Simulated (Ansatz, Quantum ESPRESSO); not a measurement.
**SiC (wurtzite): bulk modulus from a few volumes**

How stiff is wurtzite SiC under hydrostatic load? Each row relaxes cell and atoms at a set pressure. The phase is followed to these pressures whether or not it stays the stable one.

Calculated with Ansatz 0.2.0, PBEsol, PAW files of the set soft_1, cutoff 600 eV, Fermi–Dirac smearing 0.02 eV, k-mesh 10×10×6, no spin polarisation, no spin-orbit coupling.

Reference cell, relaxed at zero pressure with PBEsol (P6_3mc): a = 3.0759 Å, b = 3.0759 Å, c = 5.0477 Å, α = 90.00°, β = 90.00°, γ = 120.00°.

```csv
atom,x,y,z
Si,0.3333,0.6667,0.0009
Si,0.6667,0.3333,0.5009
C,0.6667,0.3333,0.1251
C,0.3333,0.6667,0.6251
```

| V (Å³/atom) | V/V0 | P (GPa) | E − E0 (meV/atom) |
| --- | --- | --- | --- |
| 10.5341 | 1.0188 | −4.000 | 2.5 |
| 10.1197 | 0.9787 | 4.999 | 3.4 |
| 9.7383 | 0.9418 | 14.997 | 26.8 |
| 9.5707 | 0.9256 | 19.996 | 45.1 |
| 9.2709 | 0.8966 | 29.996 | 91.6 |

V0 = 10.3397 Å³ an atom, where the residual pressure P0 is +0.002 GPa. **Question.** Fit the Birch–Murnaghan law and give the pressure and the energy at V = 9.9206 Å³ an atom, a row left out above.

With the Eulerian strain f = ½[(V0/V)^(2/3) − 1] and F = (P − P0)/[3f(1 + 2f)^(5/2)], the third-order law is the line F = B0 + (3/2) B0 (B′ − 4) f.

| f | F (GPa) |
| --- | --- |
| 0.03773 | 220.95 |
| 0.02644 | 221.63 |
| 0.02038 | 221.96 |
| 0.00722 | 222.56 |
| −0.00617 | 223.01 |

A straight line through the 5 rows: the means are 0.01712 for f and 222.02 for F, Σ(Δx)² = 0.001163 and ΣΔxΔy = −0.05429, so the slope is −0.05429/0.001163 = −46.69 and the intercept 222.02 − (−46.69)(0.01712) = 222.82.

Hence B0 = 222.8 GPa and B′ = 4 + (−46.7)/(1.5 × 222.8) = 3.86. For the withheld volume f = 0.01398, F = 222.17 GPa and P = 9.99 GPa. The run itself gives 9.99 GPa, so the estimate misses by 0.00 GPa, a rounding's worth.

Integrating the same law gives E − E0 = (9/2) B0 V0 f²[1 + (B′ − 4) f] + P0(V0 − V), with 1 GPa Å³ = 6.2415 meV: 12.6 meV an atom. The run itself gives 12.6 meV, so the estimate misses by 0.0 meV, a rounding's worth.

The same fit over all rows at other levels or in other programs gives B0 = 222 GPa with PBEsol (Quantum ESPRESSO, PseudoDojo) and 222 GPa with PBEsol (Quantum ESPRESSO, GBRV).

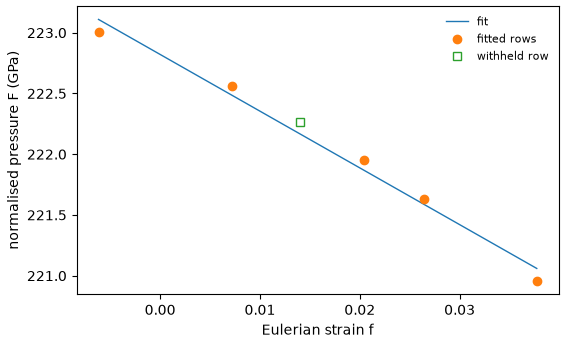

The fitted law, the rows behind it and the withheld row.

[Logs are printed without paths, hosts, clocks, repeated set-up lines and the standing remarks that a program may print on its own settings, such as how far it seeks lower states.]
